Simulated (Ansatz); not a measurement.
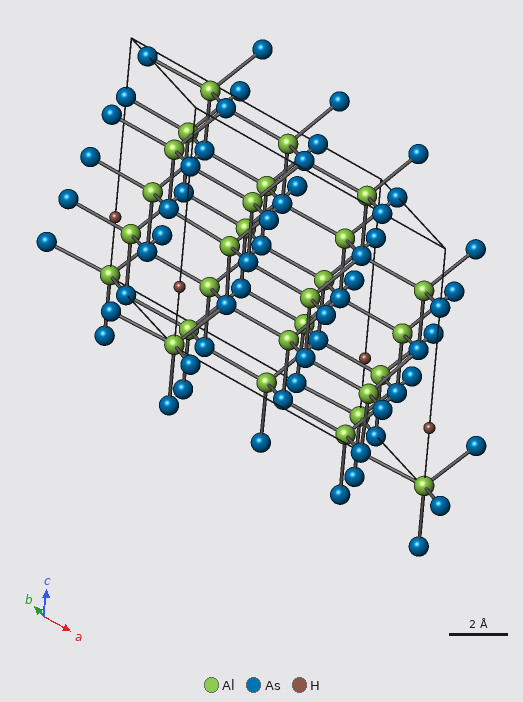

The structure as given in the input (ball-and-stick view of the cell of the calculation, seen slightly off an axis; bonded neighbours outside the cell are drawn too). An atom can appear more than once, as a periodic image.

# Geometry relaxation of Al16As16H (charge −1) (part 1 of 3)

- system: Al16As16H (defect cell, 33 atoms in the cell, total charge −1)
- method: DFT PBE, scalar-relativistic, plane waves, PAW, no spin polarisation (Ansatz 0.2.0)

The structure derives from a Materials Project entry. It belongs to a series of runs on one base structure; here: H interstitial, charge -1, atoms relaxed at the host's cell.

What the program printed
```
Engine: ansatz 0.2.0, aarch64-unknown-linux-gnu
Pseudopotentials: kind: paw
Pseudopotential: Al, paw, valence charge 3, recommended cutoff 420 eV (normal), Al.paw.azcp
Pseudopotential: As, paw, valence charge 15, recommended cutoff 420 eV (normal), As.paw.azcp
Pseudopotential: H, paw, valence charge 1, recommended cutoff 420 eV (normal), H.paw.azcp
Functional definition: PBE
  parameter kappa = 0.804
  parameter beta = 0.06672455060314922
  exchange = pbe_x(kappa = kappa, mu = beta*pi^2/3)
  correlation = pbe_c(beta = beta)
Crystal: 33 atoms, lattice volume = 751.708 Å³
Basis set: ecut = 420 eV, 14771 PW (Γ), exchange–correlation on 144×144×144 points (8 copies of the dense FFT grid, shifted against one another)
Bands: 178, of which v1, the nominal top of the filled ones, is band 145 counted from 1 (144 counted from 0)
Symmetry: 24 space group operations
Space group: I-43m (ITA 217), of the structure as read, at distance tolerance 9.1e-5 Å
k-points: 4 of 27 (time reversal used)
Non-local potential: Al, projectors of the file, l = 0: 2, l = 1: 2, l = 2: 1
Non-local potential: As, projectors of the file, l = 0: 2, l = 1: 2, l = 2: 3, l = 3: 1
Non-local potential: H, projectors of the file, l = 0: 2, l = 1: 1
PAW form: soft (Blöchl's): semilocal exchange-correlation on the pseudo side does not see the compensation charge
PAW one-centre angular grid: Al, 110 points (default); XC on 64 Gauss nodes
PAW one-centre angular grid: As, 590 points (default); XC on 64 Gauss nodes
PAW one-centre angular grid: H, 110 points (default); XC on 64 Gauss nodes
Initial density: superposition of atomic densities (neutral atoms scaled as one to the charged cell's electrons: chi_scale 0, normalization atom), corrected by the library's trained network
Initial wavefunctions: pseudopotential atomic-orbital guess
Functional: x = pbe(κ = 0.804, μ = 0.2195149727645171), c = pbe(β = 0.06672455060314922)
SCF iter   1: F=—  HF=-86321.970737 eV  |F-HF|=—  |Δ(HF+E_count)|=         —  Δρ=8.80e-3  dr2=1.03e0  ethr=1.77e-3  ⟨swp⟩=6.0  Hψ=2728  notcnv=0  defer=33
preconditioner: auto → Resta (q_TF=auto, 2.328 Å⁻¹)  ε∞=4.5  [insulator: Δε(μ)=1.132 eV  Ē_g=8.216 eV  σ=0.010 eV  W_gap=1.00  n_scr=176 (ndim 8)  ℏωp=15.4 eV  f_vac=0.009  D(μ)=0.00/eV (n_scr^D=0)  ε∞_Penn≈4.5]
SCF iter   2: F=—  HF=-86321.618823 eV  |F-HF|=—  |Δ(HF+E_count)|=   3.52e-1  Δρ=4.12e-3  dr2=1.92e-1  ethr=3.56e-4  ⟨swp⟩=2.8  Hψ=1032  notcnv=0  defer=112
SCF iter   3: F=—  HF=-86321.526976 eV  |F-HF|=—  |Δ(HF+E_count)|=   9.18e-2  Δρ=1.37e-3  dr2=1.40e-2  ethr=6.63e-5  ⟨swp⟩=3.5  Hψ=1395  notcnv=0  defer=112
SCF iter   4: F=—  HF=-86321.521343 eV  |F-HF|=—  |Δ(HF+E_count)|=   5.63e-3  Δρ=4.47e-4  dr2=1.52e-3  ethr=4.84e-6  ⟨swp⟩=2.0  Hψ=1284  notcnv=0  defer=112
SCF iter   5: F=—  HF=-86321.521768 eV  |F-HF|=—  |Δ(HF+E_count)|=   4.25e-4  Δρ=9.20e-5  dr2=1.20e-4  ethr=5.25e-7  ⟨swp⟩=2.0  Hψ=876  notcnv=0  defer=112
SCF iter   6: F=-86321.521876 eV  HF=-86321.521866 eV  |F-HF|=9.19e-6  |Δ(HF+E_count)|=   9.84e-5  Δρ=3.13e-5  dr2=1.15e-5  ethr=5.39e-9  ⟨swp⟩=16.2  Hψ=5896  notcnv=0
SCF 1 converged in 6 iterations: F = -86321.521876 eV  dr2 = 1.15e-5
  greatest PAW one-centre occupation: 0.999 electrons in one spin orbital (limit 2), on the As atom at site 28 (counted from 0), in its partial waves of l = 2
relax step   1: F+E_penalty+E_count = -86321.52187563 eV  Δ(F+E_penalty+E_count) = +0.000e0 eV  max|allowed force component| = 4.389e-1 eV/Å  Δτ_max = 0.0000 Å  (6 SCF iters, dr2 threshold 1.56e-5 eV, accepted)
Initial density: handed on by an earlier stage of this run
Initial wavefunctions: those handed on with the density
iter 1 solved again at ethr=3.00e-5 eV; its pass at ethr=3.10e-3 eV (dr2=8.69e-2 eV) is discarded
SCF iter   1: F=—  HF=-86321.805398 eV  |F-HF|=—  |Δ(HF+E_count)|=         —  Δρ=3.57e-3  dr2=8.72e-2  ethr=3.00e-5  ⟨swp⟩=1.8  Hψ=2248  notcnv=0  defer=110
preconditioner: auto → Resta (q_TF=auto, 2.328 Å⁻¹)  ε∞=4.5  [insulator: Δε(μ)=1.467 eV  Ē_g=8.276 eV  σ=0.010 eV  W_gap=1.00  n_scr=176 (ndim 8)  ℏωp=15.4 eV  f_vac=0.006  D(μ)=0.00/eV (n_scr^D=0)  ε∞_Penn≈4.5]
SCF iter   2: F=—  HF=-86321.791667 eV  |F-HF|=—  |Δ(HF+E_count)|=   1.37e-2  Δρ=2.01e-3  dr2=2.94e-2  ethr=3.00e-5  ⟨swp⟩=2.0  Hψ=624  notcnv=0  defer=110
SCF iter   3: F=—  HF=-86321.786948 eV  |F-HF|=—  |Δ(HF+E_count)|=   4.72e-3  Δρ=2.48e-4  dr2=4.94e-4  ethr=1.01e-5  ⟨swp⟩=2.8  Hψ=1013  notcnv=0  defer=110
SCF iter   4: F=—  HF=-86321.786945 eV  |F-HF|=—  |Δ(HF+E_count)|=   2.85e-6  Δρ=7.30e-5  dr2=7.10e-5  ethr=1.70e-7  ⟨swp⟩=2.0  Hψ=1211  notcnv=0  defer=110
SCF iter   5: F=—  HF=-86321.786905 eV  |F-HF|=—  |Δ(HF+E_count)|=   4.03e-5  Δρ=3.36e-5  dr2=1.32e-5  ethr=4.15e-9  ⟨swp⟩=18.5  Hψ=6731  notcnv=0
SCF iter   6: F=-86321.786916 eV  HF=-86321.786915 eV  |F-HF|=1.08e-6  |Δ(HF+E_count)|=   9.70e-6  Δρ=1.03e-5  dr2=1.45e-6  ethr=4.15e-9  ⟨swp⟩=10.2  Hψ=5376  notcnv=0
SCF 2 converged in 6 iterations: F = -86321.786916 eV  dr2 = 1.45e-6
relax step   2: F+E_penalty+E_count = -86321.78691587 eV  Δ(F+E_penalty+E_count) = -2.650e-1 eV  max|allowed force component| = 1.536e-1 eV/Å  Δτ_max = 0.1434 Å  (6 SCF iters, dr2 threshold 1.20e-5 eV, accepted)
SCF iter   1: F=—  HF=-86321.819690 eV  |F-HF|=—  |Δ(HF+E_count)|=         —  Δρ=6.67e-4  dr2=4.45e-3  ethr=1.55e-5  ⟨swp⟩=3.8  Hψ=1202  notcnv=0  defer=110
preconditioner: auto → Resta (q_TF=auto, 2.328 Å⁻¹)  ε∞=4.5  [insulator: Δε(μ)=1.504 eV  Ē_g=8.277 eV  σ=0.010 eV  W_gap=1.00  n_scr=176 (ndim 8)  ℏωp=15.4 eV  f_vac=0.006  D(μ)=0.00/eV (n_scr^D=0)  ε∞_Penn≈4.5]
SCF iter   2: F=—  HF=-86321.819222 eV  |F-HF|=—  |Δ(HF+E_count)|=   4.68e-4  Δρ=3.78e-4  dr2=1.22e-3  ethr=1.54e-6  ⟨swp⟩=1.8  Hψ=823  notcnv=0  defer=110
SCF iter   3: F=—  HF=-86321.819077 eV  |F-HF|=—  |Δ(HF+E_count)|=   1.45e-4  Δρ=7.06e-5  dr2=3.75e-5  ethr=4.20e-7  ⟨swp⟩=2.0  Hψ=850  notcnv=0  defer=110
SCF iter   4: F=—  HF=-86321.819085 eV  |F-HF|=—  |Δ(HF+E_count)|=   7.65e-6  Δρ=2.43e-5  dr2=5.81e-6  ethr=1.29e-8  ⟨swp⟩=2.0  Hψ=1182  notcnv=0  defer=110
SCF iter   5: F=-86321.819084 eV  HF=-86321.819084 eV  |F-HF|=2.29e-7  |Δ(HF+E_count)|=   1.11e-6  Δρ=6.91e-6  dr2=5.88e-7  ethr=5.08e-10  ⟨swp⟩=16.5  Hψ=6471  notcnv=0
SCF 3 converged in 5 iterations: F = -86321.819084 eV  dr2 = 5.88e-7
  greatest PAW one-centre occupation: 0.999 electrons in one spin orbital (limit 2), on the As atom at site 25 (counted from 0), in its partial waves of l = 2
relax step   3: F+E_penalty+E_count = -86321.81908398 eV  Δ(F+E_penalty+E_count) = -3.217e-2 eV  max|allowed force component| = 4.247e-2 eV/Å  Δτ_max = 0.0363 Å  (5 SCF iters, dr2 threshold 1.47e-6 eV, accepted)
SCF iter   1: F=—  HF=-86321.821622 eV  |F-HF|=—  |Δ(HF+E_count)|=         —  Δρ=2.53e-4  dr2=5.69e-4  ethr=9.42e-7  ⟨swp⟩=3.0  Hψ=1170  notcnv=0  defer=110
preconditioner: auto → Resta (q_TF=auto, 2.328 Å⁻¹)  ε∞=4.5  [insulator: Δε(μ)=1.500 eV  Ē_g=8.276 eV  σ=0.010 eV  W_gap=1.00  n_scr=176 (ndim 8)  ℏωp=15.4 eV  f_vac=0.006  D(μ)=0.00/eV (n_scr^D=0)  ε∞_Penn≈4.5]
SCF iter   2: F=—  HF=-86321.821571 eV  |F-HF|=—  |Δ(HF+E_count)|=   5.07e-5  Δρ=1.40e-4  dr2=1.38e-4  ethr=1.96e-7  ⟨swp⟩=1.0  Hψ=820  notcnv=0  defer=110
SCF iter   3: F=—  HF=-86321.821564 eV  |F-HF|=—  |Δ(HF+E_count)|=   7.30e-6  Δρ=2.38e-5  dr2=4.28e-6  ethr=4.77e-8  ⟨swp⟩=2.0  Hψ=819  notcnv=0  defer=110
SCF iter   4: F=—  HF=-86321.821434 eV  |F-HF|=—  |Δ(HF+E_count)|=   1.29e-4  Δρ=7.99e-6  dr2=7.36e-7  ethr=1.47e-9  ⟨swp⟩=2.0  Hψ=1182  notcnv=0  defer=110
SCF iter   5: F=—  HF=-86321.821434 eV  |F-HF|=—  |Δ(HF+E_count)|=   1.15e-9  Δρ=2.99e-6  dr2=1.08e-7  ethr=2.54e-10  ⟨swp⟩=2.0  Hψ=1182  notcnv=0  defer=110
SCF iter   6: F=-86321.821434 eV  HF=-86321.821434 eV  |F-HF|=6.21e-9  |Δ(HF+E_count)|=   7.48e-8  Δρ=7.34e-7  dr2=6.79e-9  ethr=3.45e-11  ⟨swp⟩=13.0  Hψ=4268  notcnv=0
SCF 4 converged in 6 iterations: F = -86321.821434 eV  dr2 = 6.79e-9
  greatest PAW one-centre occupation: 0.999 electrons in one spin orbital (limit 2), on the As atom at site 29 (counted from 0), in its partial waves of l = 2
relax step   4: F+E_penalty+E_count = -86321.82143440 eV  Δ(F+E_penalty+E_count) = -2.350e-3 eV  max|allowed force component| = 3.418e-3 eV/Å  Δτ_max = 0.0049 Å  (6 SCF iters, accepted)
```

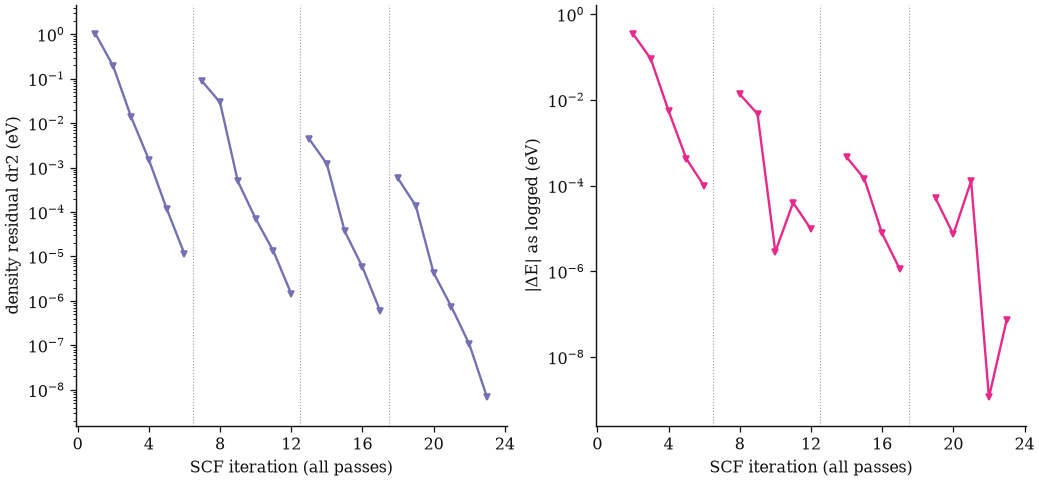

Convergence of the self-consistent field: density residual dr2 and size of the energy change against the SCF iteration. The dotted lines part the SCF passes of the relaxation: geometry steps, rejected trials and re-solves on a re-selected basis. The passes take 6, 6, 5 and 6 iterations.

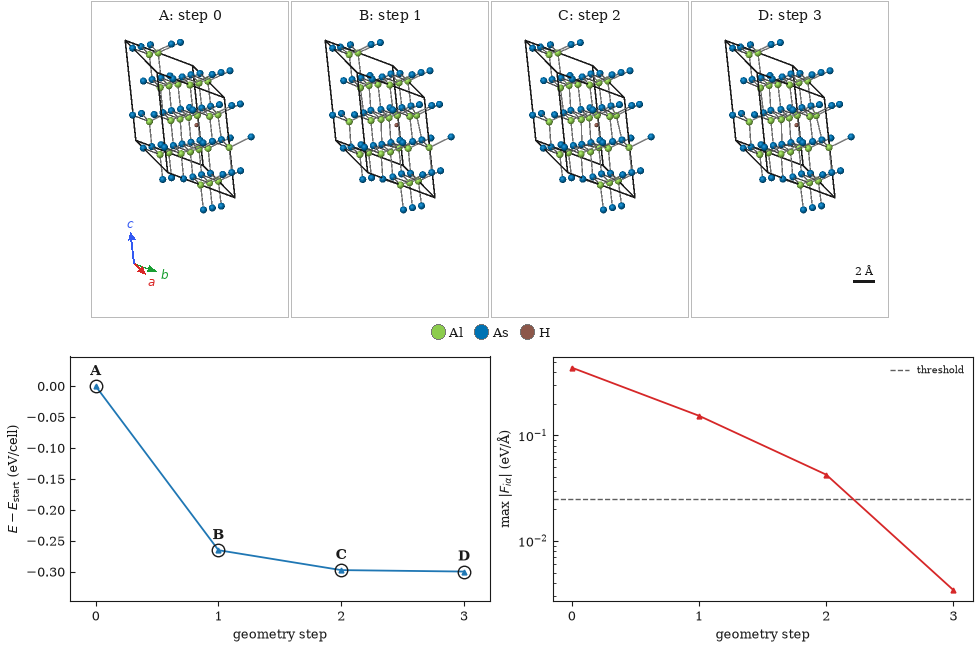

Frames of the relaxation (ball-and-stick view of the cell of the calculation (origin shifted), with bonded neighbours outside it, seen slightly off an axis) above the curves, on which the letters mark them (the first geometry is step 0 here and step 1 in the log).

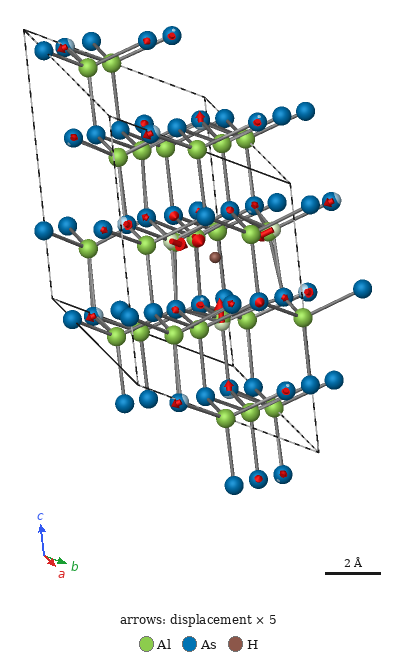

Start (faint) and end (solid) with the displacements as red arrows, magnified 5 times (ball-and-stick view of the cell of the calculation (origin shifted), with bonded neighbours outside it, seen slightly off an axis). Over 3 geometry steps the energy falls by 0.300 eV per cell of the calculation. Largest force component: 0.44 eV/Å at the start, 0.0034 eV/Å at the end. The largest moves, 0.18 Å, are those of Al4, Al9, Al10 and Al13. By element the largest moves are Al 0.18 Å, As 0.08 Å. H stays in place. The cell stays as it was. Distances before and after: Al10–As28 2.517 → 2.620 Å, Al10–As26 2.476 → 2.463 Å, Al11–As27 2.480 → 2.473 Å, Al11–As20 2.480 → 2.485 Å. Among the angles that change: Al4–As25–Al9 105.1° → 94.9°, As19–Al13–As22 107.3° → 102.2°, As19–Al13–As29 111.6° → 115.7°. (Atoms are counted from 1 in the order of the input.)

```
SCF converged after 6 iterations
Free energy (F): -86321.821434 eV
Harris-Foulkes:  -86321.821434 eV  (|F-HF|=6.21e-9)
Internal energy: -86321.821434 eV  (E = F + TS)
E sigma→0 (E₀):  -86321.821434 eV
Fermi energy:    6.774813 eV
--- Per-component energies (eV) ---
  E_band       = -4347.812263
  E_kinetic    = 2037.446665
  E_local      = -34190.447482  (includes V_loc(G=0)·N_el)
  E_nonlocal   = -10559.956559
  E_hartree    = 18235.774841
  E_xc         = -1916.738464
  E_vxc        = -1749.394022  (∫ρ·V_xc dr)
  E_paw        = -36847.743344  (= ΣΔE_a)
  E_vpaw       = 3642.990730  (= ΣTr[D̂ρ^β])
  E_aug_tail   = -0.001041  (compensation charges beyond the density's cutoff)
  E_ewald      = -23080.156051
  E_smearing   = -0.000000  (= −TS)
  E_closure    = 0.000000  (closes the sum)
  E_deformation_potential = -12.531534  (in the stress; not in F)
  Σ components = -86321.821434   (vs F -86321.821434, Δ=0.00e0)
--- Forces (eV/Å), atoms counted from 1 ---
  atom   1  Al     0.00292112    -0.00130137    -0.00130137
  atom   2  Al     0.00130137     0.00292112     0.00130137
  atom   3  Al    -0.00130137    -0.00292112     0.00130137
  atom   4  Al     0.00125391    -0.00125391    -0.00125391
  atom   5  Al    -0.00130137     0.00292112    -0.00130137
  atom   6  Al     0.00130137    -0.00130137    -0.00292112
  atom   7  Al     0.00130137     0.00130137     0.00292112
  atom   8  Al    -0.00130137    -0.00130137     0.00292112
  atom   9  Al     0.00125391     0.00125391     0.00125391
  atom  10  Al    -0.00125391    -0.00125391     0.00125391
  atom  11  Al    -0.00130137     0.00130137    -0.00292112
  atom  12  Al     0.00130137    -0.00292112    -0.00130137
  atom  13  Al    -0.00125391     0.00125391    -0.00125391
  atom  14  Al     0.00292112     0.00130137     0.00130137
  atom  15  Al    -0.00292112    -0.00130137     0.00130137
  atom  16  Al    -0.00292112     0.00130137    -0.00130137
  atom  17  As     0.00039414     0.00039414     0.00039414
  atom  18  As    -0.00000000     0.00000000     0.00000000
  atom  19  As    -0.00000000    -0.00341773     0.00000000
  atom  20  As     0.00039414    -0.00039414    -0.00039414
  atom  21  As    -0.00000000     0.00000000     0.00000000
  atom  22  As    -0.00039414     0.00039414    -0.00039414
  atom  23  As    -0.00000000    -0.00000000    -0.00000000
  atom  24  As    -0.00000000    -0.00000000     0.00000000
  atom  25  As    -0.00341773     0.00000000     0.00000000
  atom  26  As    -0.00000000     0.00341773    -0.00000000
  atom  27  As    -0.00000000     0.00000000    -0.00341773
  atom  28  As    -0.00039414    -0.00039414     0.00039414
  atom  29  As    -0.00000000     0.00000000     0.00341773
  atom  30  As     0.00341773     0.00000000     0.00000000
  atom  31  As    -0.00000000     0.00000000    -0.00000000
  atom  32  As    -0.00000000     0.00000000     0.00000000
  atom  33  H      0.00000000     0.00000000    -0.00000000
  max |Σ_I F_I| component: 8.58e-17 eV/Å
```
